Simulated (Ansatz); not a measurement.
## Electronic structure of Al$_{3}$Ni in real space

Input file:

```
crystal:
  lattice:
    - [6.55890518, 0.0, 0.0]
    - [0.0, 7.30433827, 0.0]
    - [0.0, 0.0, 4.77057136]
  atoms:
    - { symbol: Al, position: [0.01038413, 0.25, 0.91571248] }
    - { symbol: Al, position: [0.17132076, 0.44389873, 0.36380374] }
    - { symbol: Al, position: [0.17132076, 0.05610127, 0.36380374] }
    - { symbol: Al, position: [0.32867924, 0.55610127, 0.86380374] }
    - { symbol: Al, position: [0.67132076, 0.44389873, 0.13619626] }
    - { symbol: Al, position: [0.82867924, 0.94389873, 0.63619626] }
    - { symbol: Al, position: [0.67132076, 0.05610127, 0.13619626] }
    - { symbol: Al, position: [0.82867924, 0.55610127, 0.63619626] }
    - { symbol: Al, position: [0.32867924, 0.94389873, 0.86380374] }
    - { symbol: Al, position: [0.51038413, 0.25, 0.58428752] }
    - { symbol: Al, position: [0.98961587, 0.75, 0.08428752] }
    - { symbol: Al, position: [0.48961587, 0.75, 0.41571248] }
    - { symbol: Ni, position: [0.87107884, 0.25, 0.44428404] }
    - { symbol: Ni, position: [0.37107884, 0.25, 0.05571596] }
    - { symbol: Ni, position: [0.12892116, 0.75, 0.55571596] }
    - { symbol: Ni, position: [0.62892116, 0.75, 0.94428404] }
basis:
  ecutwfc: 420
kpoints:
  mp_grid: { grid: [6, 6, 8] }
hamiltonian:
  xc: pbesol
scf:
  occupations: { method: gaussian, width: 0.1 }
output:
  forces: true
  stress: true
  eigenvalues: true
  write_density: true
  write_potential: true
  elf: true
  volumetric_format: npy
relax:
  adjacent_minimum: "off"
  f_tol: 0.005
  max_steps: 80
  cell: { stress_tol: 0.05 }
```

Launched as:

```sh
ansatz run input.yaml --threads 4 --pin off --max-ram 10240MiB --backend cpu --events-out ev --progress --plain --runs-dir out
```

Below, planes, directions and counts refer to the conventional cell (a = 6.59 Å, b = 7.32 Å, c = 4.76 Å, α = 90.00°, β = 90.00°, γ = 90.00°).

The fields are those of the run's last geometry, not of the input's.

Space group Pnma; a structure from a database of computed crystals, not necessarily the ambient phase; computed without spin polarisation.

All numbers below come from DFT PBEsol, scalar-relativistic, plane waves, PAW in Ansatz 0.2.0.

In a PAW calculation such maps are meaningful between the atoms, not at the nuclei.

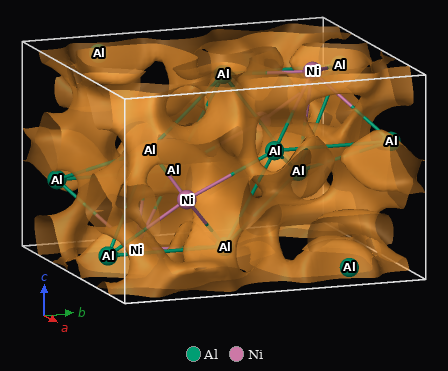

Figure 1. Isosurface of the ELF at 0.55 (orange), seen slightly off an axis. Core shells and regions of very low density are left out. Sticks mark near contacts.

Identify the bonds, lone pairs and shells in this picture.

Answer. At this value the surface marks out one network that runs through the whole crystal, counted in one cell of 16 atoms. Any copies at cell faces, edges or corners count once.


Al–Ni (2.43 Å): the ELF peaks at about 0.65 between the atoms. Al–Al (2.72 Å): the ELF is about 0.60 at the midpoint.

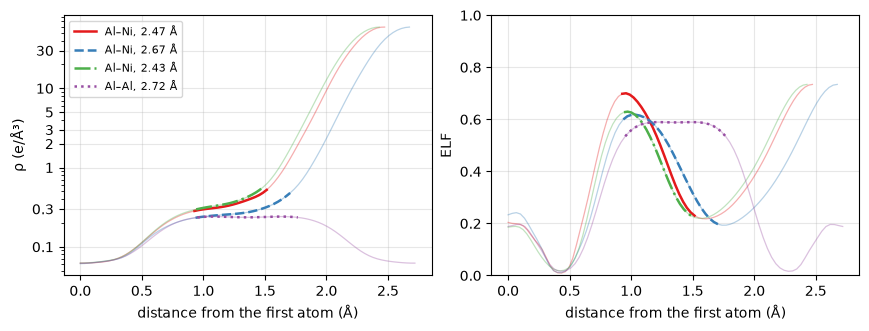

Figure 2. Valence charge density (pseudo) and ELF along straight lines between neighbouring atoms. Thin, pale parts lie inside the atomic spheres.

Compare the contacts.

Answer. Al–Ni (2.47 Å): the density is about 0.34 e/Å³ at the midpoint; the ELF peaks at about 0.70 between the atoms.
Al–Ni (2.67 Å): ρ at the midpoint is about 0.27 e/Å³; the ELF is about 0.45 at the midpoint.
Al–Ni (2.43 Å): the density is about 0.36 e/Å³ at the midpoint; the ELF peaks at about 0.65 between the atoms.
Al–Al (2.72 Å): ρ is about 0.24 e/Å³ halfway; the ELF is about 0.60 at the midpoint.

Does the calculation make it a metal, or give it a gap?

Answer. It is metallic or semimetallic at this level of theory: no gap opens.
